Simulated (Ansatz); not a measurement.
## Electronic structure of Ti8H in real space

Input

```
crystal:
  lattice:
    - [5.8749806568, 0.0, 0.0]
    - [-2.9374903284, 5.0878824955, 0.0]
    - [0.0, 0.0, 4.656406368]
  atoms:
    - { symbol: Ti, position: [0.1666666667, 0.3333333333, 0.25] }
    - { symbol: Ti, position: [0.1666666667, 0.8333333333, 0.25] }
    - { symbol: Ti, position: [0.6666666667, 0.3333333333, 0.25] }
    - { symbol: Ti, position: [0.6666666667, 0.8333333333, 0.25] }
    - { symbol: Ti, position: [0.3333333333, 0.1666666667, 0.75] }
    - { symbol: Ti, position: [0.3333333333, 0.6666666667, 0.75] }
    - { symbol: Ti, position: [0.8333333333, 0.1666666667, 0.75] }
    - { symbol: Ti, position: [0.8333333333, 0.6666666667, 0.75] }
    - { symbol: H, position: [0.0, 0.0, 0.5] }
basis:
  ecutwfc: 420
kpoints:
  mp_grid: { grid: [6, 6, 6] }
hamiltonian:
  xc: pbe
scf:
  occupations: { method: gaussian, width: 0.1 }
output:
  forces: true
  stress: true
  eigenvalues: true
  write_density: true
  write_potential: true
  elf: true
  volumetric_format: npy
relax:
  adjacent_minimum: "off"
  f_tol: 0.025
  max_steps: 70
  cell: { stress_tol: 0.12 }
```

Launched as:

```sh
ansatz run input.yaml --threads 2 --pin off --max-ram 5120MiB --backend cpu --events-out ev --progress --plain --runs-dir out
```

Below, planes, directions and counts refer to the conventional cell (a = 5.90 Å, b = 5.90 Å, c = 4.67 Å, α = 90.00°, β = 90.00°, γ = 120.00°).

The fields are those of the relaxed geometry.

Space group P-3m1; computed without spin polarisation.

The calculation used Ansatz 0.2.0, DFT PBE, scalar-relativistic, plane waves, PAW.

Core electrons are frozen (PAW), and the valence fields are smoothed inside the atomic spheres.

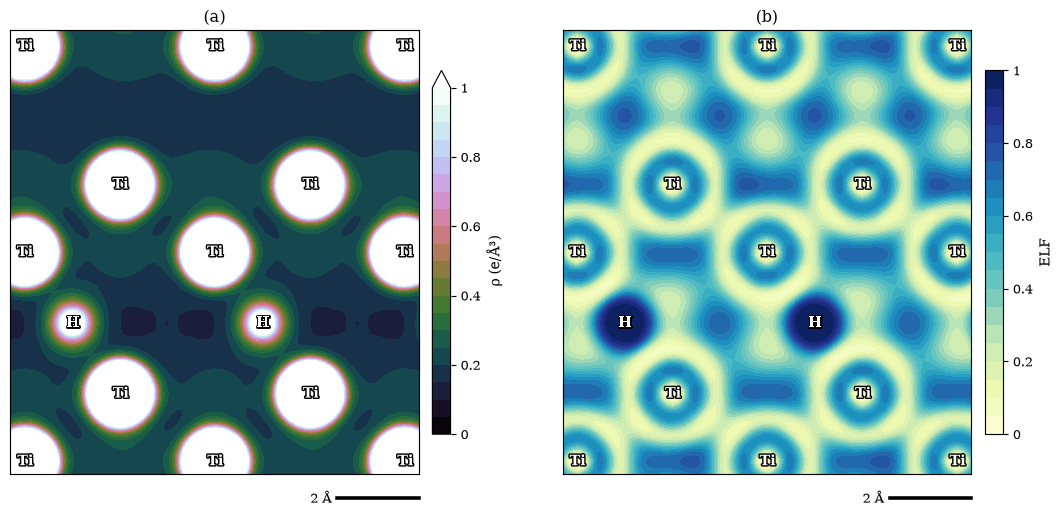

Figure 1. (a) valence charge density (pseudo); (b) ELF on the (110) plane of the conventional cell.

Q: Interpret the plot.

A: The section cuts through Ti and H sites. Ti–H (2.10 Å): ρ is about 0.29 e/Å³ halfway; the ELF climbs to about 1 towards the hydrogen. Ti–Ti (2.86 Å): ρ at the midpoint is about 0.2 e/Å³; the ELF is about 0.20 at the midpoint (no shared electron pair shows on this line). Between the atoms the lowest density in this plane is 0.14 e/Å³. The ELF has a maximum of about 0.75 in the space between the atoms, 1.7 Å from four Ti atoms, on no atom or two-centre bond. The features right at Ti lie inside the PAW spheres, where the map follows smoothed inner orbitals and isn't to be read closely.

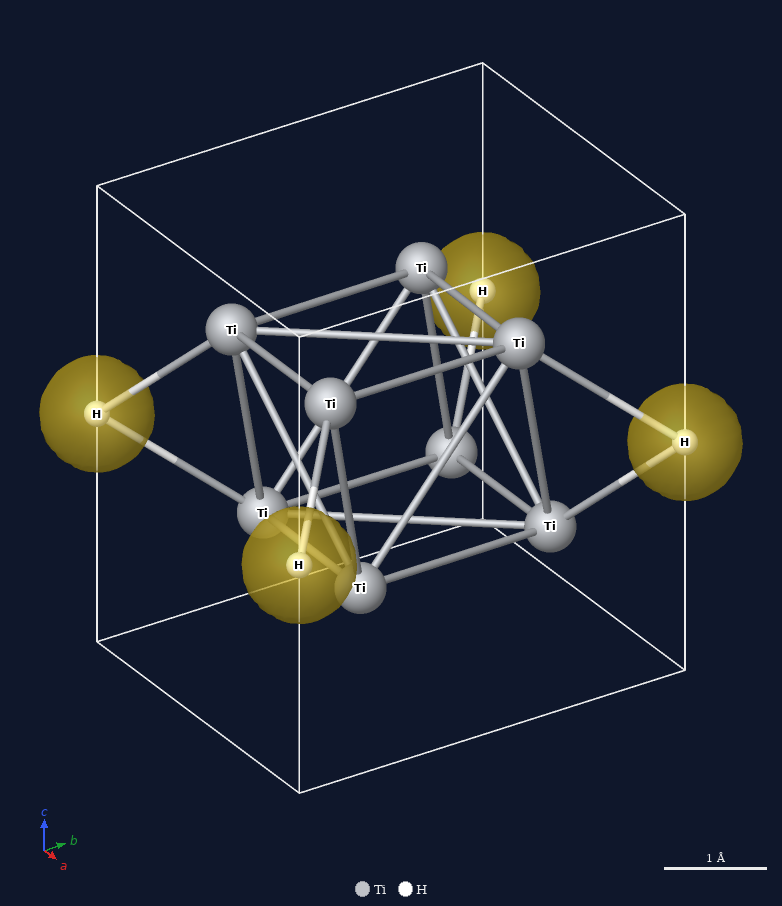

Figure 2. Isosurface of the electron localisation function at 0.85 (yellow), seen at an oblique angle. Only the valence region is drawn (cores and ρ < 0.01 e/Å³ removed). Sticks mark near contacts.

Q: Where are the electrons localised?

A: The surface consists of one region around a hydrogen nucleus, counted in one cell of 9 atoms. Regions shared between cells count once.

Q: Does the calculation give a band gap?

A: It is gapless in this calculation (a metal or semimetal).
